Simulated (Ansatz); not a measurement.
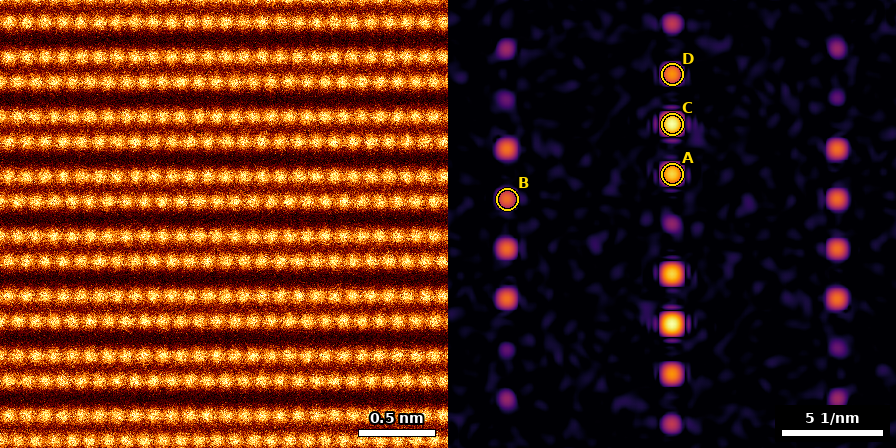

iDPC-like image of Ru (Cmcm, No. 63) along [201]. Simulated as the projected potential of neutral atoms (B = 0.8 Å²) blurred by a 0.66 Å probe, the thin-sample limit of integrated differential phase contrast. Shot noise was added. Structure: the geometry relaxed with Ansatz, DFT, PBE, plane waves (420 eV) with PAW, scalar-relativistic; the starting structure was generated, so it need not be a known form of this composition.

The right panel is the modulus of the image's Fourier transform on a logarithmic scale.

a = 2.728 Å, b = 8.007 Å, c = 2.706 Å, α = 90.00°, β = 90.00°, γ = 90.00°

Index the marked spots and give their plane spacings (the zone axis points at the viewer; indices equivalent by symmetry, or all signs reversed, are as good).

Answer. A: (020), d = 4.00 Å; B: (-1 1 2), d = 1.20 Å; C: (040), d = 2.00 Å; D: (060), d = 1.33 Å. A and B enclose 81°, and every spot obeys the zone law hu + kv + lw = 0 for [201].
